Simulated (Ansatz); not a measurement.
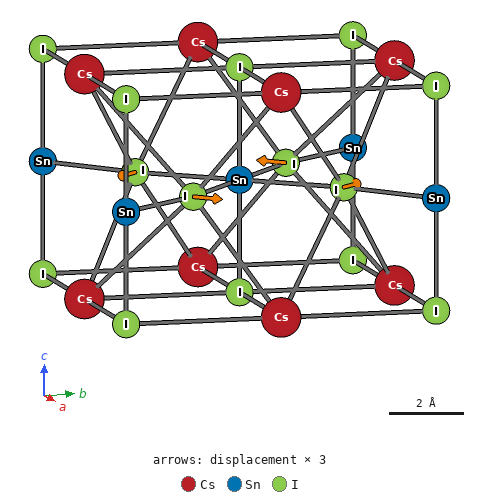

A relaxation of a crystal of CsSnI₃ (built on the database_127 type). The starting structure is drawn; orange arrows show the displacements (the part carried along by the change of the cell is left out), 3 times their true length.

Style: ball-and-stick. Shown: the cell of the calculation, slightly off an axis.

Case: structure reported for this formula (P4/mbm, No. 127).

Theory: DFT PBE, scalar-relativistic, plane waves, PAW in Ansatz 0.2.0.

Input
```yaml
crystal:
  lattice:
    - [8.7182, 0.0, 0.0]
    - [0.0, 8.7182, 0.0]
    - [0.0, 0.0, 6.1908]
  atoms:
    - { symbol: Cs, position: [0.5, 0.0, 0.0] }
    - { symbol: Cs, position: [0.0, 0.5, 0.0] }
    - { symbol: Sn, position: [0.0, 0.0, 0.5] }
    - { symbol: Sn, position: [0.5, 0.5, 0.5] }
    - { symbol: I, position: [0.0, 0.0, 0.0] }
    - { symbol: I, position: [0.5, 0.5, 0.0] }
    - { symbol: I, position: [0.7763, 0.2763, 0.5] }
    - { symbol: I, position: [0.7237, 0.7763, 0.5] }
    - { symbol: I, position: [0.2237, 0.7237, 0.5] }
    - { symbol: I, position: [0.2763, 0.2237, 0.5] }
basis:
  ecutwfc: 420
kpoints:
  mp_grid: { grid: [4, 4, 6] }
hamiltonian:
  xc: pbe
scf:
  occupations: { method: gaussian, width: 0.02 }
output:
  forces: true
  stress: true
  eigenvalues: true
relax:
  adjacent_minimum: "off"
  f_tol: 0.01
  max_steps: 80
  cell: { stress_tol: 0.05 }
```

Command:
```bash
ansatz run input.yaml --threads 1 --pin off --max-ram 2560MiB --backend cpu --events-out ev --progress --plain --runs-dir out
```

Atoms of which element are displaced furthest, and by how much?

Iodine: up to 0.32 Å, against 0.00 Å for caesium.

What did the optimiser do to the structure, and how much energy did it gain?

After 6 accepted moves (7 points after the start) the energy has fallen by 9.6 meV per atom. Largest force component: 0.037 eV/Å at the start, 0.00077 eV/Å at the end. The pressure goes from 0.86 to 0.00 GPa. At 1 point the geometry stayed and the basis and grid were re-selected for the new cell (energy shift of 0.1 meV per atom at most each time). The largest moves relative to the cell, 0.32 Å, are those of I7, I8, I9 and I10. I7 goes along [1 1 0]. Cs and Sn stay in place. Cell: a = b 8.718 → 8.767 Å (+0.6 %), c 6.191 → 6.360 Å (+2.7 %). Volume +3.9 %. Near-neighbour distances that change, for instance: Cs1–I7 4.603 → 4.911 Å, Cs1–I10 4.146 → 4.019 Å, Sn3–I5 3.095 → 3.180 Å, Sn3–I10 3.099 → 3.165 Å. Bond angles that change, for instance: Sn3–I8–Sn4 168.0° → 156.6°, Cs1–I8–Cs1 96.6° → 104.6°, Cs1–I8–Sn3 94.0° → 97.1°. The space group stays P4/mbm (No. 127). Cost: 10 min on 1 thread of Arm Neoverse V1 (shared host), peak memory 1.2 GiB.
